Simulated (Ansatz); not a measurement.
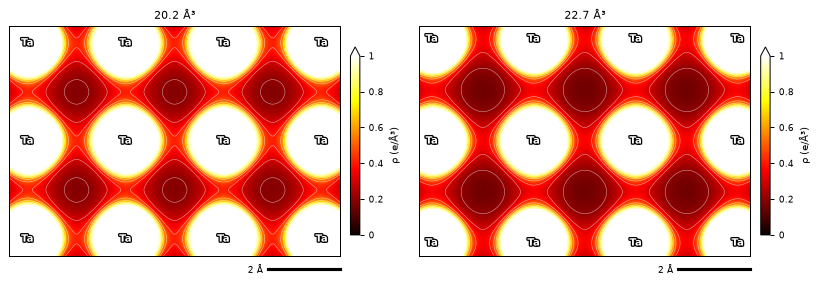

Ta. The valence electron density of cells scaled evenly to different volumes (given per atom above each panel), on the (100) plane of each (indices in the axes of the cell below), at one length scale and on one colour scale.

A generated structure, not necessarily the stable one; computed without spin polarisation.

All numbers below come from DFT, RPBE, plane waves (420 eV) with PAW, scalar-relativistic in Ansatz 0.2.0.

The density is the valence pseudo-density of a PAW calculation; it isn't the true density close to the nuclei.

The largest cell:

```
Ta
1.0
     2.83191    0.00000    0.00000
     0.00000    2.83191    0.00000
     0.00000    0.00000    2.83191
Ta
1
Cartesian
  0.0000 0.0000 0.0000
```

| volume (Å³/atom) | Ta–Ta contact in the plane (Å) | ρ at its midpoint (e/Å³) | pressure (GPa) | 
| --- | --- | --- | --- |
| 20.19 | 2.723 | 0.410 | 6.0 | 
| 21.03 | 2.760 | ? | ? | 
| 22.71 | 2.832 | 0.357 | −9.0 | 

### What values belong in the row with question marks?

Over the known rows ln ρ falls by 1.27 per Å of Ta–Ta distance (the line through the two), which gives 0.391 e/Å³ at 2.760 Å; the calculation gives 0.390 e/Å³. For the pressure, a straight line in volume between the neighbouring rows gives 1.0 GPa; the calculation gives 0.0, lower because pressure rises ever faster on compression.
